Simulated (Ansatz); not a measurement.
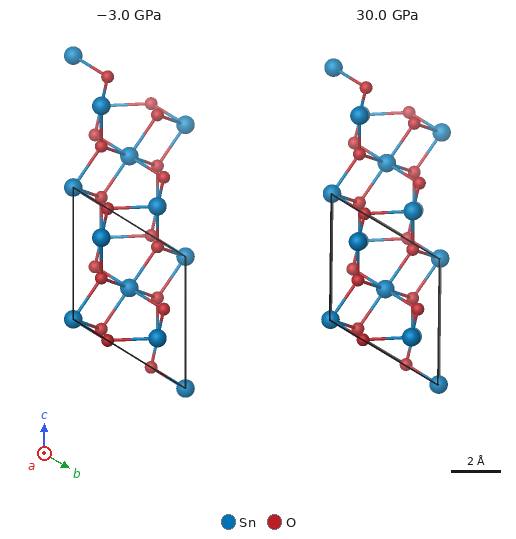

A crystal of SnO$_{2}$ (set up in Imma), relaxed (cell and atoms) at several target pressures. The picture shows the first and the last member. Style: ball-and-stick. Shown: the cell of the calculation, repeated 1 × 1 × 2 with one cell outlined, along the a axis.

Computed with Ansatz 0.2.0: DFT LDA, scalar-relativistic, plane waves, PAW. (plane-wave cutoff 420 eV; k-point mesh 6 × 6 × 6; occupations gaussian; smearing width 0.02 eV; no spin polarisation; cell and atoms relaxed; force threshold 0.008 eV/Å)

```tsv
pressure (GPa)	volume (Å³/atom)	a (Å)	band gap (eV)
−3.0	12.041	5.729	1.00
0.0	11.858	5.699	1.16
3.0	?	?	?
8.0	11.443	5.631	1.56
15.0	11.139	5.580	1.88
30.0	10.608	5.489	2.49
```

**Fill in the missing row.**

Murnaghan's form V = V₀(1 + B′P/B₀)^(−1/B′), with V₀ = 11.858 Å³ from the row at zero pressure, fits the other rows with B₀ = 206 GPa and B′ = 4.60 (largest miss 0.003 Å³). At 3.0 GPa it gives 11.858 × (1 + 4.60 × 3.0/206)^(−1/4.60) = 11.692 Å³ per atom. The calculation gives 11.690 Å³/atom (a = 5.672 Å). The estimate is 0.002 Å³/atom too high. For the gap a parabola through the rows −3.0, 0.0, 8.0 gives 1.31 eV, and the calculation 1.32 eV (semilocal gaps, lower than measured ones as a rule). From the first member to the last: O–Sn 2.059 → 1.949 Å, O–Sn 2.062 → 1.996 Å.

The whole series:

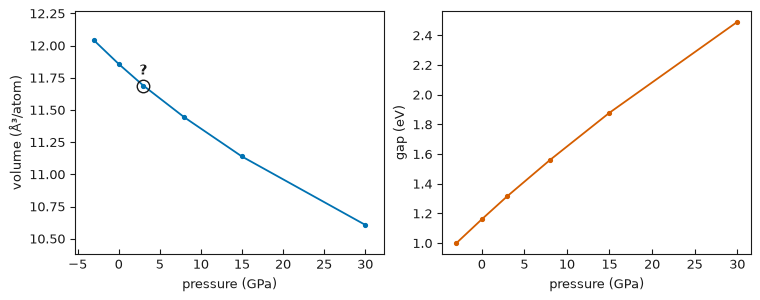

Each member starts from this one structure; whether another phase lies lower wasn't checked.
